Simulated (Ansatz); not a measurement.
**A series of single points on PbO**

System: PbO (P4/nmm, 4 atoms in the cell).
Method: Kohn-Sham DFT of a periodic cell, PBE, Ansatz PAW, no spin polarisation (Ansatz 0.2.0).

The 6 runs differ only in the geometry, by an even scaling of the cell at fixed fractional positions. The structure derives from an entry of the Crystallography Open Database.

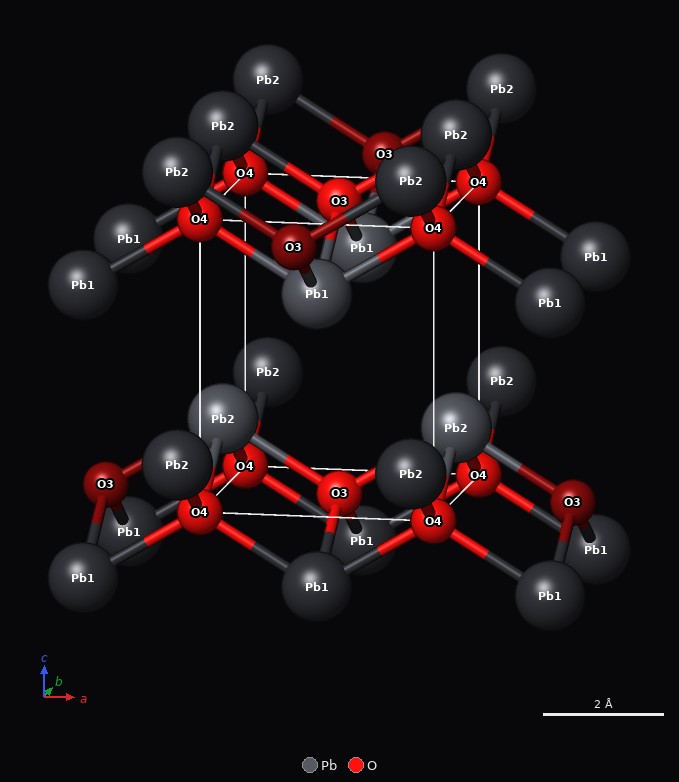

Figure 1. The structure of run 4 (ball-and-stick view of the cell of the calculation, seen slightly off an axis; neighbours outside the cell are drawn fainter; atoms are numbered from 1 in the order of the input).

**Input of run 4**
```yaml
crystal:
  lattice:
    - [3.99, 0.0, 0.0]
    - [0.0, 3.99, 0.0]
    - [0.0, 0.0, 5.01]
  atoms:
    - { symbol: Pb, position: [0.5, 0.0, 0.76] }
    - { symbol: Pb, position: [0.0, 0.5, 0.24] }
    - { symbol: O, position: [0.5, 0.5, 0.0] }
    - { symbol: O, position: [0.0, 0.0, 0.0] }
hamiltonian:
  xc: pbe
  pseudopotentials: { kind: paw }
kpoints:
  mp_grid: { grid: [7, 7, 6] }
scf:
  occupations: { method: fermi_dirac, width: 0.05 }
output:
  forces: true
  stress: true
  eigenvalues: true
```

Command:
```bash
ansatz run input.yaml --threads 2 --pin off --max-ram 5120MiB --backend cpu --events-out ev --progress --plain --runs-dir out
```

Lattice vectors (Å) and fractional positions of run 4:
```
   3.990000    0.000000    0.000000
   0.000000    3.990000    0.000000
   0.000000    0.000000    5.010000
Pb  0.500000  0.000000  0.760000
Pb  0.000000  0.500000  0.240000
O   0.500000  0.500000  0.000000
O   0.000000  0.000000  0.000000
```

Run 5 differs from it as follows:
```diff
-    - [3.99, 0.0, 0.0]
-    - [0.0, 3.99, 0.0]
-    - [0.0, 0.0, 5.01]
+    - [4.0164246111, 0.0, 0.0]
+    - [0.0, 4.0164246111, 0.0]
+    - [0.0, 0.0, 5.0431797749]
```

**Results, with one run withheld**

```tsv
run	volume per atom (Å³)	free energy per atom, from the lowest run given (meV)	pressure (GPa)	gap on the mesh (eV)
1	18.744	48.69	9.17	1.30
2	19.142	28.78	6.88	1.34
3	19.541	14.26	4.82	1.38
4	19.940	4.60	2.98	1.41
5	20.339	?	?	?
6	21.136	0.00	−1.51	1.49
```

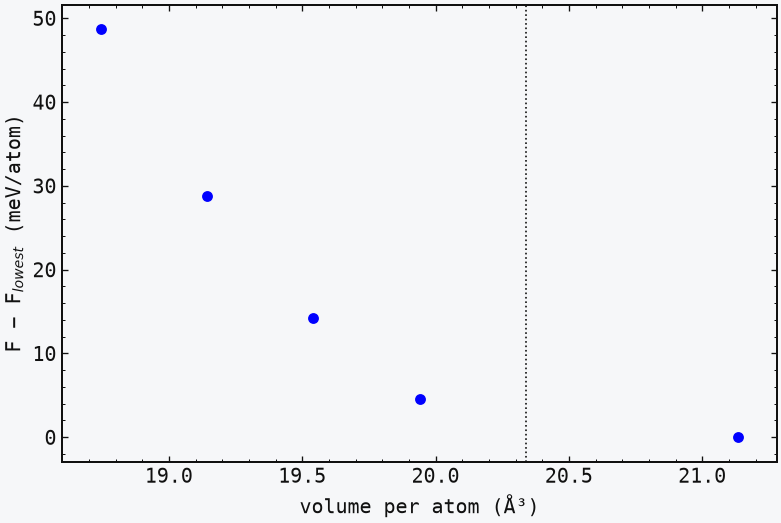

Figure 2. Free energy per atom of the runs given; the dotted line marks run 5.

What should run 5 give?

A cubic polynomial in V^(−2/3) (the Birch–Murnaghan form), fitted to the 5 runs given, misses them by under 0.01 meV per atom. With x = V^(−2/3) − 0.13722 Å⁻², it reads F = 10.547 + 5615.7 x + 6.2968e+05 x² + 1.5751e+06 x³ (meV per atom). At run 5 it gives −0.70 meV per atom, and the run itself gives −0.72. The slope of the fit gives a pressure −dF/dV of 1.32 GPa there, and the run prints 1.32 GPa. The fit has its minimum at 20.691 Å³ per atom, where V d²F/dV² gives 73.7 GPa. Cell shape and fractional positions are held, so this is the stiffness under even scaling; the relaxed bulk modulus wasn't computed and can be far lower in a crystal of layers, chains or molecules like this one. The gap on the mesh goes, without turning, from 1.30 eV in run 1 to 1.49 eV in run 6; run 5 has 1.44 eV. These are gaps of this functional on this mesh, which can miss the band edges; they aren't the measured gap.

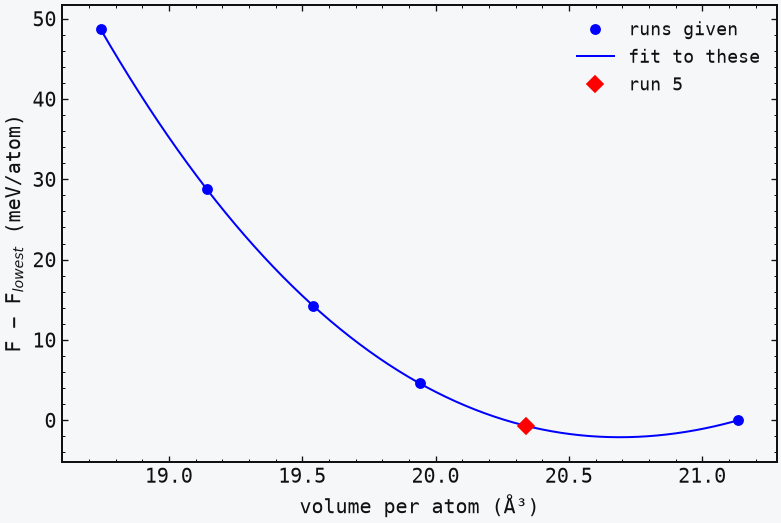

Figure 3. The fit and the withheld run.

**Output, shortened to warnings, some set-up lines, iterations and results (run 5)**
```
Basis set: ecut = 420 eV, 1601 PW (Γ), exchange–correlation on 54×54×72 points (8 copies of the dense FFT grid, shifted against one another)
Symmetry: 16 space group operations
k-points: 40 of 294
Initial density: superposition of atomic densities (neutral atoms: chi_scale 0, normalization atom), corrected by the library's trained network
[...]
SCF iter   1: F=—  HF=-24947.090157 eV  |F-HF|=—  |Δ(HF+E_count)|=         —  Δρ=1.47e-3  dr2=1.46e-3  ethr=1.77e-3  ⟨swp⟩=6.0  Hψ=4343  notcnv=0
SCF iter   2: F=—  HF=-24947.091692 eV  |F-HF|=—  |Δ(HF+E_count)|=   1.53e-3  Δρ=7.14e-4  dr2=2.44e-4  ethr=3.64e-6  ⟨swp⟩=2.5  Hψ=2127  notcnv=0
SCF iter   3: F=—  HF=-24947.091847 eV  |F-HF|=—  |Δ(HF+E_count)|=   1.55e-4  Δρ=2.11e-4  dr2=2.56e-5  ethr=6.10e-7  ⟨swp⟩=2.0  Hψ=1618  notcnv=0
SCF iter   4: F=—  HF=-24947.091824 eV  |F-HF|=—  |Δ(HF+E_count)|=   2.32e-5  Δρ=1.07e-4  dr2=8.56e-6  ethr=6.40e-8  ⟨swp⟩=2.0  Hψ=1603  notcnv=0
SCF iter   5: F=—  HF=-24947.091824 eV  |F-HF|=—  |Δ(HF+E_count)|=   6.92e-7  Δρ=2.97e-5  dr2=7.60e-7  ethr=2.14e-8  ⟨swp⟩=2.0  Hψ=1224  notcnv=0
SCF iter   6: F=-24947.091825 eV  HF=-24947.091825 eV  |F-HF|=1.01e-7  |Δ(HF+E_count)|=   3.76e-7  Δρ=8.26e-6  dr2=7.92e-8  ethr=2.50e-10  ⟨swp⟩=4.6  Hψ=4747  notcnv=0
SCF 1 converged in 6 iterations: F = -24947.091825 eV  dr2 = 7.92e-8
SCF converged after 6 iterations
Free energy (F): -24947.091825 eV
Harris-Foulkes:  -24947.091825 eV  (|F-HF|=1.01e-7)
Internal energy: -24947.091825 eV  (E = F + TS)
E sigma→0 (E₀):  -24947.091825 eV
Entropy (-TS):   -0.000000 eV (-0.000 meV/atom)
Fermi energy:    8.891451 eV
--- Per-component energies (eV) ---
  E_band       = -114.215684
  E_kinetic    = 926.286905
  E_local      = -3125.380444  (includes V_loc(G=0)·N_el)
  E_nonlocal   = 798.088968
  E_hartree    = 1240.787925
  E_xc         = -588.217481
  E_vxc        = -452.068399  (∫ρ·V_xc dr)
  E_paw        = -21128.624549  (= ΣΔE_a)
  E_vpaw       = -742.714651  (= ΣTr[D̂ρ^β])
  E_aug_tail   = 0.004849  (compensation charges beyond the density's cutoff)
  E_ewald      = -3070.037998
  E_smearing   = -0.000000  (= −TS)
  E_closure    = -0.000000  (closes the sum)
  Σ components = -24947.091825   (vs F -24947.091825, Δ=0.00e0)
--- Forces (eV/Å), atoms counted from 1 ---
  atom   1  Pb     0.00000000     0.00000000     0.26004959
  atom   2  Pb     0.00000000     0.00000000    -0.26004959
  atom   3  O      0.00000000     0.00000000     0.00000000
  atom   4  O      0.00000000     0.00000000     0.00000000
  max |Σ_I F_I| component: 1.11e-16 eV/Å
--- Stress (GPa, compression-positive) ---
        1.617245       0.000000       0.000000
        0.000000       1.617245       0.000000
        0.000000       0.000000       0.728711
  P = ⅓ Tr σ = 1.3211 GPa (13.211 kbar)
```

Notes: Spin–orbit coupling is left out, which matters for Pb.
